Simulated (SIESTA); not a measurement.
**Energy of Sb along an even scaling of the cell**

System: Sb (P6₃/mmc, 2 atoms in the cell).
Method: Kohn-Sham DFT of a periodic cell, LDA, PseudoDojo 0.4 standard, converted to PSML, no spin polarisation (SIESTA 5.4.2).

The 7 runs differ only in the geometry, by an even scaling of the cell at fixed fractional positions. The structure derives from a Materials Project entry.

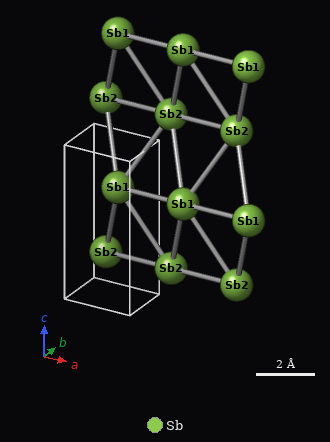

Figure 1. The structure of run 4 (ball-and-stick view of the cell of the calculation, repeated 3 × 1 × 2, seen slightly off an axis; atoms are numbered from 1 in the order of the input). An atom can appear more than once, as a periodic image.

### Input of run 4
```
SystemName                      Sb
SystemLabel                     Sb
NumberOfSpecies                 1
NumberOfAtoms                   2
%block ChemicalSpeciesLabel
  1  51 Sb
%endblock ChemicalSpeciesLabel

LatticeConstant                 1.0 Ang
%block LatticeVectors
     3.3545324186     0.0000000000     0.0000000000
    -1.6772662093     2.9051102923     0.0000000000
     0.0000000000     0.0000000000     5.4701606500
%endblock LatticeVectors
AtomicCoordinatesFormat         Fractional
%block AtomicCoordinatesAndAtomicSpecies
     0.6666666667     0.3333333333     0.7500000000  1  Sb
     0.3333333333     0.6666666667     0.2500000000  1  Sb
%endblock AtomicCoordinatesAndAtomicSpecies

%block kgrid.MonkhorstPack
    9   0   0  0.0
    0   9   0  0.0
    0   0   5  0.0
%endblock kgrid.MonkhorstPack
XC.Functional                   LDA
XC.Authors                      PW92
PAO.BasisSize                   DZP
PAO.EnergyShift                 0.003 Ry
Mesh.Cutoff                     500 Ry
OccupationFunction              FD
ElectronicTemperature           0.05 eV
MaxSCFIterations                120
SCF.MustConverge                false
SCF.Mixer.Method                Pulay
SCF.Mixer.Weight                0.25
SCF.Mixer.History               8
SCF.DM.Tolerance                5.0e-05
SCF.H.Tolerance                 1.0e-03 eV
WriteForces                     true
Charge.Mulliken                 end
BandLinesScale                  ReciprocalLatticeVectors
%block BandLines
    1    0.000000   0.000000   0.000000  \Gamma
   11    0.500000   0.000000   0.000000  M
    7    0.333333   0.333333   0.000000  K
   13    0.000000   0.000000   0.000000  \Gamma
    6    0.000000   0.000000   0.500000  A
   11    0.500000   0.000000   0.500000  L
    7    0.333333   0.333333   0.500000  H
   13    0.000000   0.000000   0.500000  A
    1    0.500000   0.000000   0.500000  L
    6    0.500000   0.000000   0.000000  M
    1    0.333333   0.333333   0.000000  K
    6    0.333333   0.333333   0.500000  H
%endblock BandLines
%block PAO.Basis
  Sb 4
  n=5 0 2
    5.972 0.000
  n=5 1 2
    7.827 0.000
  n=4 2 2
    3.490 0.000
  n=5 2 1
    7.827
%endblock PAO.Basis
```

Command:
```bash
siesta < Sb.fdf > Sb.out 2>&1
```

Run 3 has the same physical settings and fractional positions; its lattice vectors (Å) are:
```
   3.332018    0.000000    0.000000
  -1.666009    2.885612    0.000000
   0.000000    0.000000    5.433447
```

### Results, with one run withheld

| run | volume per atom (Å³) | free energy per atom, from the lowest run given (meV) | pressure (GPa) |
| --- | --- | --- | --- |
| 1 | 25.055 | 12.32 | 3.69 |
| 2 | 25.588 | 2.97 | 1.96 |
| 3 | 26.121 | ? | ? |
| 4 | 26.654 | 0.00 | −0.92 |
| 5 | 27.187 | 5.21 | −2.19 |
| 6 | 27.720 | 14.44 | −3.33 |
| 7 | 28.253 | 27.31 | −4.39 |

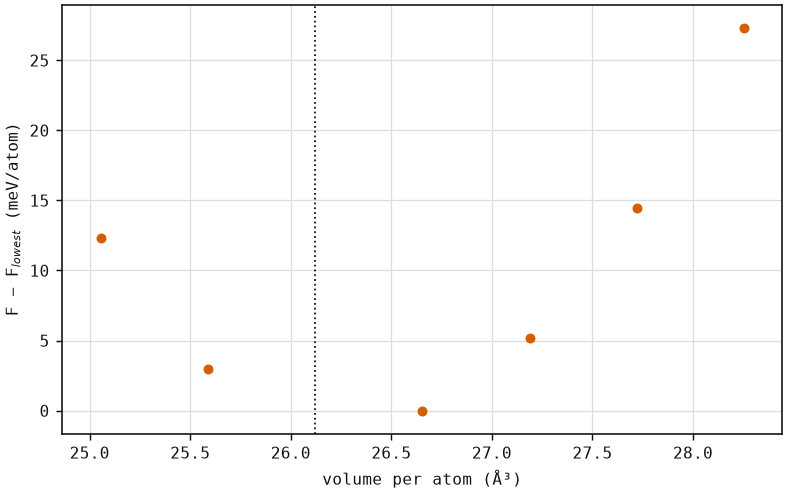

Figure 2. Free energy per atom of the runs given; the dotted line marks run 3.

Fit the runs given and predict run 3.

A cubic polynomial in V^(−2/3) (the Birch–Murnaghan form), fitted to the 6 runs given, misses them by at most 0.05 meV per atom. With x = V^(−2/3) − 0.11193 Å⁻², it reads F = 0.26856 − 2396.2 x + 1.004e+06 x² − 2.4241e+05 x³ (meV per atom). At run 3 it gives −0.94 meV per atom, and the run itself gives −0.90. The slope of the fit gives a pressure −dF/dV of 0.43 GPa there, and the run prints 0.41 GPa. The fit has its minimum at 26.283 Å³ per atom, where V d²F/dV² gives 69.6 GPa. Cell shape and fractional positions are held, so this is the stiffness under even scaling; the relaxed bulk modulus wasn't computed.

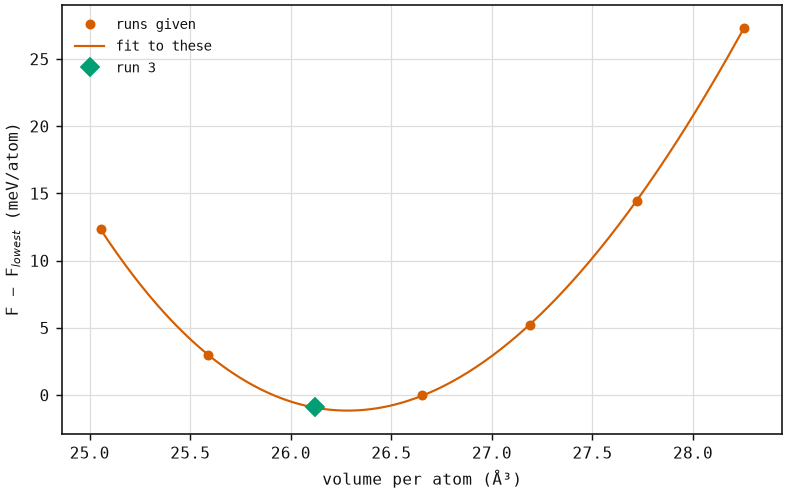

Figure 3. The fit and the withheld run.

### Some lines of the output (run 3)
```
[...]
outcell: Cell volume (Ang**3)        :     52.2421
stepf: Fermi-Dirac step function
siesta: Etot    =     -4937.026095
siesta: FreeEng =     -4937.037317
        iscf     Eharris(eV)        E_KS(eV)     FreeEng(eV)     dDmax    Ef(eV) dHmax(eV)
siesta: E_KS(eV) =            -4937.0693
siesta: E_KS - E_eggbox =     -4937.0693
siesta: Etot    =     -4937.069290
siesta: FreeEng =     -4937.081363
siesta:         Fermi =      -4.258420
siesta: Cell volume =         52.242118 Ang**3
    Orbital volume contribution        =           2.231283 eV
```

Notes: Points of doubt noted for this run: mulliken charges of long orbitals. With a small basis of atomic orbitals these values can differ much from converged plane-wave results.
